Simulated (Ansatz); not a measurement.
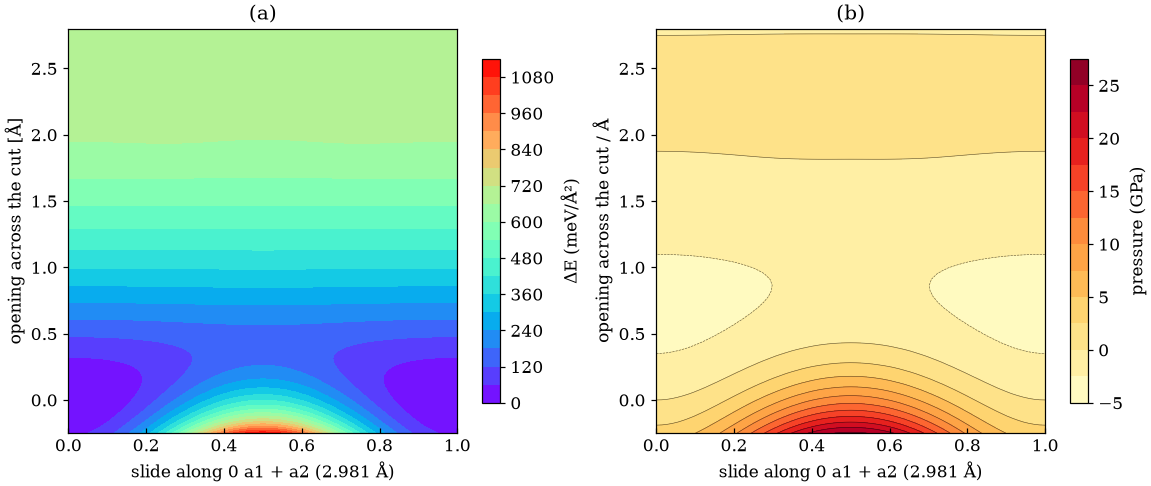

MgO (Fm-3m, No. 225; 12 atoms in the cell). Rigid slide and opening across a plane, one cut a cell; the plane is (1 1 1) of the conventional cell, and the faces at the cut hold O and Mg. The first coordinate is: slide along 0 a1 + a2 (2.981 Å); the second: opening across the cut. Nothing is relaxed (rigid halves). The scan uses a 10 × 6 grid; 36 points were computed and 24 follow by symmetry. Points are written as (first, second). Energies: meV/Å², counted from the lowest grid point. The band gap closes in part of the range. Method: DFT PBEsol, scalar-relativistic, plane waves, PAW in Ansatz. Settings: cutoff 520 eV, k-mesh 9×9×2 in the order of the run's cell vectors, gaussian smearing 0.05 eV, no spin polarisation.

Panel (a) is the energy and panel (b) the computed pressure on the same grid.

In the figure: filled contours. Between grid points the surface is interpolated.

Q: How does the pressure vary over the map, and what is it at the lowest grid point?

A: It runs from −3.1 GPa at (0.0, 0.80 Å) to 25.4 GPa at (0.5, −0.25 Å). At the lowest grid point, (0.0, 0.00 Å), it is 0.0 GPa.

```csv
"second ↓, first →",0/10,1/10,2/10,3/10,4/10,5/10,6/10,7/10,8/10,9/10
2.80,−0.2,−0.2,−0.2,−0.2,−0.2,−0.2,−0.2,−0.2,−0.2,−0.2
1.50,−1.2,−1.2,−1.2,−1.1,−1.1,−1.1,−1.1,−1.1,−1.2,−1.2
0.80,−3.1,−3.0,−2.8,−2.5,−2.2,−2.1,−2.2,−2.5,−2.8,−3.0
0.35,−2.5,−2.2,−1.4,−0.3,0.7,1.2,0.7,−0.3,−1.4,−2.2
0.00,0.0,0.8,3.0,6.5,9.9,11.4,9.9,6.5,3.0,0.8
−0.25,3.5,5.0,9.5,16.6,23.0,25.4,23.0,16.6,9.5,5.0
```

PAW datasets: the set soft_1.
